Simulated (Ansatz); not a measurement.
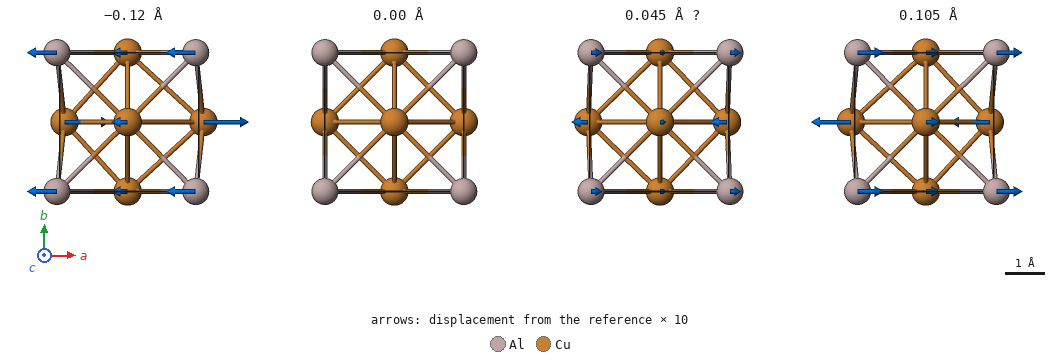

Energy scan for crystalline AlCu3 (Pm-3m), in which a normal mode at the zone centre (one arbitrary combination within a set of 3 degenerate modes) is frozen in with the cell fixed, the amplitude being the largest displacement of an atom. Style: ball-and-stick. Shown: the cell of the calculation, along the c axis. Blue arrows: displacements from the reference.

The calculation used Ansatz 0.2.0, DFT PBEsol, scalar-relativistic, plane waves, PAW. Settings: plane-wave cutoff 420 eV; k-point mesh 14 × 14 × 14; occupations gaussian; smearing width 0.15 eV; no spin polarisation. Energies (free energies at the smearing named) are counted from the relaxed crystal.

```csv
largest displacement (Å),ΔE (meV/cell)
−0.120,96.7
−0.060,24.0
0.000,0.0
0.015,1.5
0.030,6.0
0.045,?
0.075,37.6
0.090,54.2
0.105,73.9
```

Q: Estimate the missing energy from the other rows, and compare with the calculation.

A: A straight line between the two neighbours gives 16.5 meV/cell. A cubic through the four nearest rows (0.015, 0.030, 0.075, 0.090) gives, with Lagrange weights, (−0.3000)(1.5) + (1.0000)(6.0) + (0.5000)(37.6) + (−0.2000)(54.2) = 13.5 meV/cell. The calculation gives 13.5 meV/cell, so the cubic is right to the digits shown and the straight line 3.0 meV/cell too high, as the curve bends upwards here.

The whole profile:

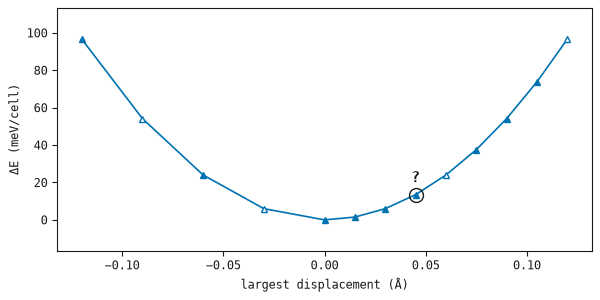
